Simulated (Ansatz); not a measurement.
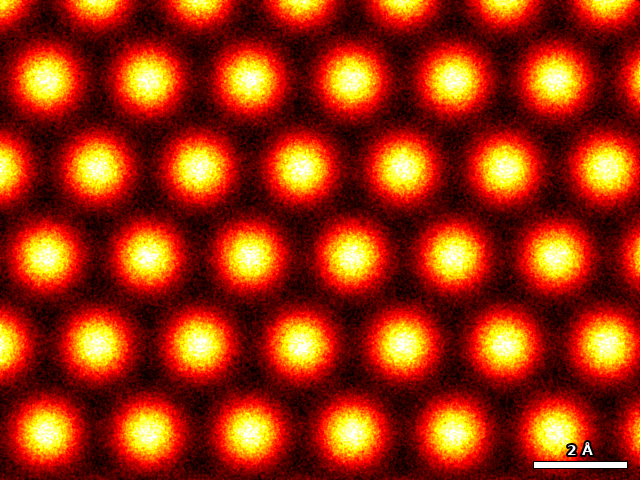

Integrated-DPC-like image of Rh. Simulated as the projected potential of neutral atoms (B = 0.5 Å²) blurred by a 1.04 Å probe, the thin-sample limit of integrated differential phase contrast. Shot noise was added.

Measure the repeat of the pattern.

The pattern repeats on a hexagonal net with a repeat of 2.2 Å.

What is the plane group of the image?

p6mm: sixfold points with mirror lines through them.

How many columns does the smallest repeating cell hold, and how many levels of brightness?

1 column in the primitive cell of 4.3 Å², all of one brightness.

The crystal is Rh (Fd-3m, No. 227) seen along [111]. Model: the geometry relaxed with DFT r2SCAN, scalar-relativistic, plane waves, PAW (Ansatz); the starting structure was generated, so it need not be a known form of this composition.
